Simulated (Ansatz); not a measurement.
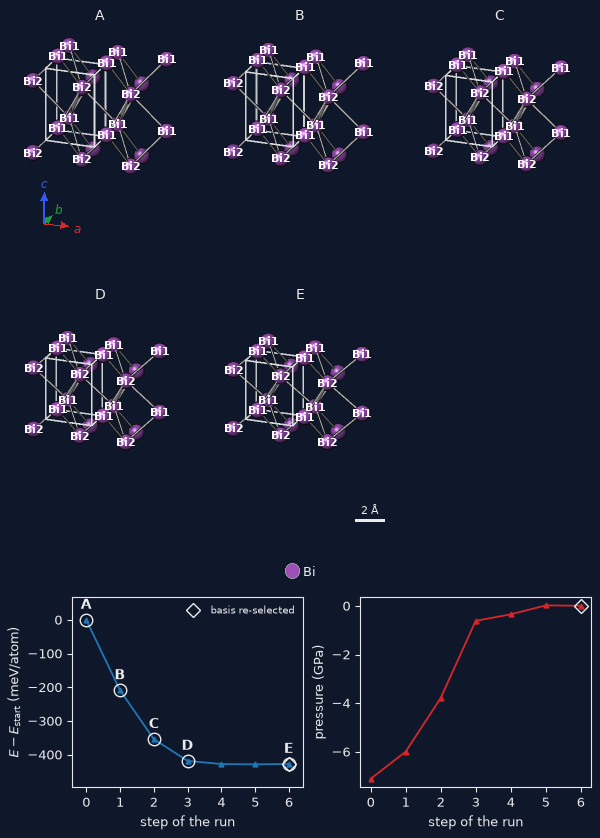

Frames of a relaxation of a crystal of Bi (set up in P6_3/mmc), marked on the history of the run. Style: ball-and-stick. Shown: the cell of the calculation, repeated 2 × 1 × 1 with one cell outlined, slightly off an axis.

Theory: Ansatz 0.2.0, DFT PBE, scalar-relativistic, plane waves, PAW.

Input file:
```yaml
crystal:
  lattice:
    - [4.53674, 0.0, 0.0]
    - [-2.26837, 3.9289320904, 0.0]
    - [0.0, 0.0, 5.19983]
  atoms:
    - { symbol: Bi, position: [0.3333333333, 0.6666666667, 0.25] }
    - { symbol: Bi, position: [0.6666666667, 0.3333333333, 0.75] }
basis:
  ecutwfc: 420
kpoints:
  mp_grid: { grid: [12, 12, 8] }
hamiltonian:
  xc: pbe
scf:
  occupations: { method: gaussian, width: 0.1 }
output:
  forces: true
  stress: true
  eigenvalues: true
relax:
  adjacent_minimum: "off"
  f_tol: 0.02
  max_steps: 70
  cell: { stress_tol: 0.1 }
```

Command:
```bash
ansatz run input.yaml --threads 2 --pin off --max-ram 5120MiB --backend cpu --events-out ev --progress --plain --runs-dir out
```

What happens along the run?

The energy falls by 428 meV per atom in 5 accepted moves (6 points after the start). All forces vanish by symmetry, so only the cell relaxes. Pressure: −7.11 GPa at the start and 0.01 GPa at the end. The SCF was repeated once at an unchanged geometry on a basis and grid sized afresh for the cell, which shifted the energy by 1.2 meV per atom at most. The atoms keep their places relative to the cell (all moves are under 0.005 Å). The drawn cell changes as follows: a = b 4.537 → 4.367 Å (−3.7 %), c 5.200 → 4.254 Å (−18.2 %); the volume changes by −24.2 %. Near-neighbour distances that change, for instance: Bi1–Bi2 3.691 → 3.299 Å. The space group stays P6_3/mmc (No. 194). The run took 29 s on 2 threads of Arm Neoverse V2 (shared host), peak memory 0.44 GiB. From step 0 to 1: volume −9.8 %, energy −209 meV per atom. From step 1 to 2: volume −9.3 %, energy −145 meV per atom. From step 2 to 3: volume −7.5 %, energy −64.5 meV per atom. From step 3 to 6: volume +0.2 %, energy −9.1 meV per atom.
